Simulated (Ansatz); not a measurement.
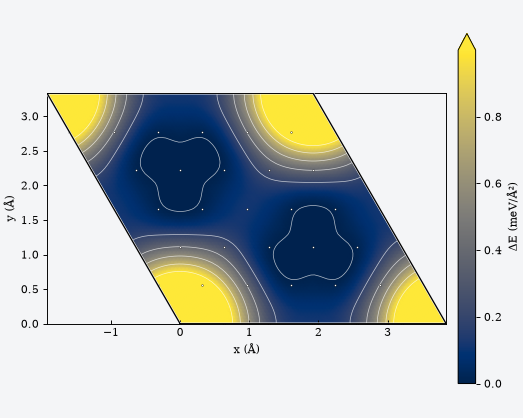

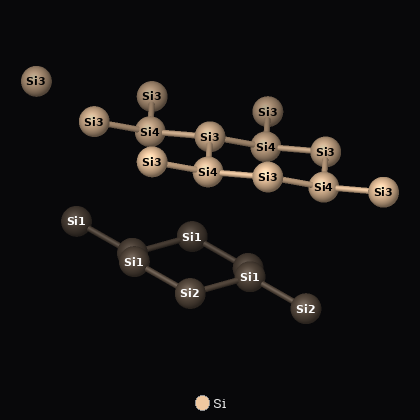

Energy landscape of a bilayer of two Si sheets of the honeycomb type, the upper one turned by 180 degrees about the normal (4 atoms in the cell). The upper layer of a bilayer is slid over the lower one; relaxed at each slide: nothing; the origin of the map has Si4 above Si1; the distance between the facing planes is held at 3.80 Å. Places are given modulo a cell vector. The map is drawn in real space over the plane of the slide. The grid has 6 × 6 points; 7 points were computed and 29 follow by symmetry. All energies are given in meV/Å² relative to the lowest grid point. At a held distance the lowest stacking need not be the one that binds best once the distance relaxes. Level of theory: Ansatz, DFT PBE+D3(BJ), scalar-relativistic, plane waves, PAW. Settings: cutoff 420 eV, k-mesh 9×9×1, gaussian smearing 0.1 eV, no spin polarisation.

Drawn: a smooth colour map with a few white contour lines, dots at the grid points, the outline of one cell of the plane, one colour for all values above the top of the scale. Between grid points the surface is interpolated. The second picture is the structure at the lowest point; the lower layer is drawn fainter.

Question: Describe this landscape.

Answer: The lowest grid point is at (2/6, 4/6) of the cell vectors; the map holds 2 wells of about this depth. The bottom of the well lies between grid points, at (2/6, 4/6) of the cell vectors, about 0.022 meV/Å² lower on the interpolated surface. It is the only kind of minimum in the scanned range. The highest grid point, (0/6, 0/6) of the cell vectors, lies 2.06 meV/Å² above the lowest. On the interpolated surface the easiest way out of the lowest well to a well of about the same depth near (4/6, 2/6) of the cell vectors passes a barrier of about 0.13 meV/Å², counted from the interpolated bottom of the well. Facing atoms of the upper layer at the lowest point: Si above Si of a deeper plane; at the highest: Si above Si.

The whole map (7 points run) took 66 s on 1 thread of Arm Neoverse V2, on a shared host.

PAW datasets: the set soft_1.
